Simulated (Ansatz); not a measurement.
# WS2: what the fields show

```
W S
1.0
     3.25153   -0.00043    0.00000
    -0.00072    5.49623    0.00000
     0.00000    0.00000   14.79897
W S
4 8
Direct
  0.00000 0.33243 0.25000
  0.50000 0.83243 0.25000
  0.49996 0.16753 0.75000
  0.99996 0.66753 0.75000
  0.99999 0.33277 0.64442
  0.49999 0.83277 0.64442
  0.49997 0.16719 0.14442
  0.99997 0.66719 0.14442
  0.99999 0.33277 0.85558
  0.49999 0.83277 0.85558
  0.49997 0.16719 0.35558
  0.99997 0.66719 0.35558
```

Space group Cmcm; a structure from a database of computed crystals, not necessarily the ambient phase; changed on purpose from its base cell (uniaxial strain along a, b, c and atoms relaxed: +2.0 %).

These are results of Ansatz 0.2.0, DFT PBE, scalar-relativistic, plane waves, PAW, not measurements.

In a PAW calculation such maps are meaningful between the atoms, not at the nuclei.

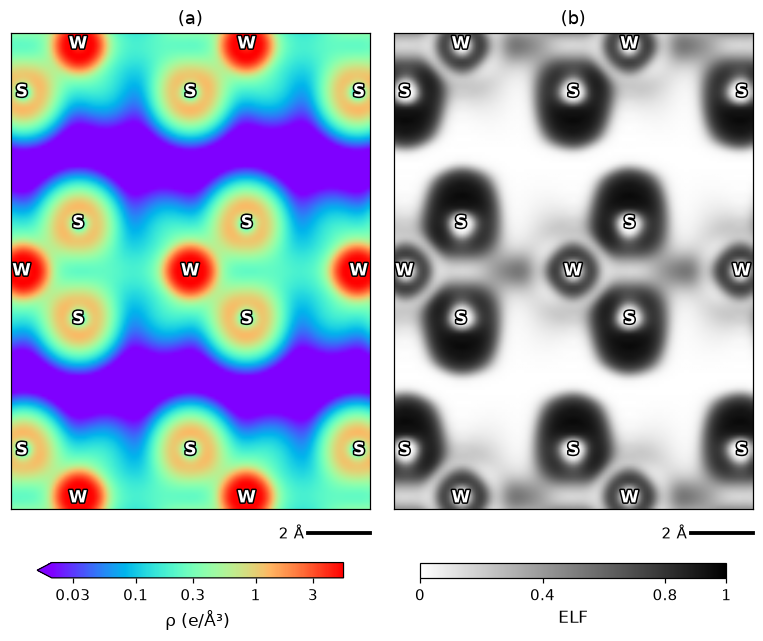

Figure 1. (a) valence charge density (pseudo); (b) ELF on the (100) plane of the conventional cell.

**Describe what can be read from this map.**

- The plane passes through W and S nuclei.
- W–S (2.41 Å): the density is about 0.63 e/Å³ at the midpoint; the ELF peaks at about 0.85 in the valence shell of S, 0.8 Å from its nucleus, and is about 0.50 at the midpoint.
- Between the atoms the lowest density in this plane is 0.003 e/Å³.
- The features right at W lie inside the PAW spheres, where the map follows smoothed inner orbitals and isn't to be read closely.

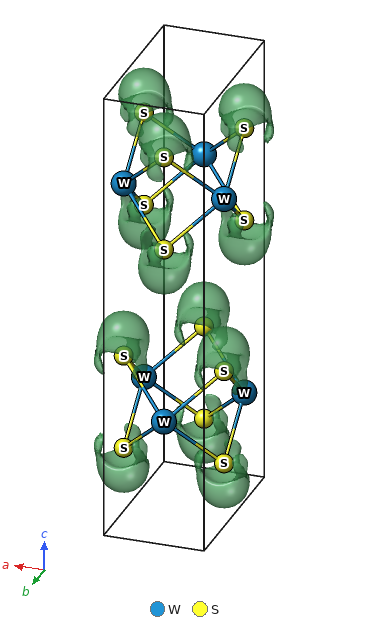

Figure 2. Isosurface of the electron localisation function at 0.85 (green), seen at an oblique angle. Core shells and regions of very low density are left out. Sticks mark near contacts.

**Where are the electrons localised?**

At this value the surface marks out eight lobes on S, pointing away from the bonds (lone pairs), counted in one cell of 12 atoms. Regions shared between cells count once.

**Does the calculation give a band gap?**

It is gapped, with a Kohn–Sham gap of 1.4 eV on the k-point mesh, an upper bound to the gap of this method.
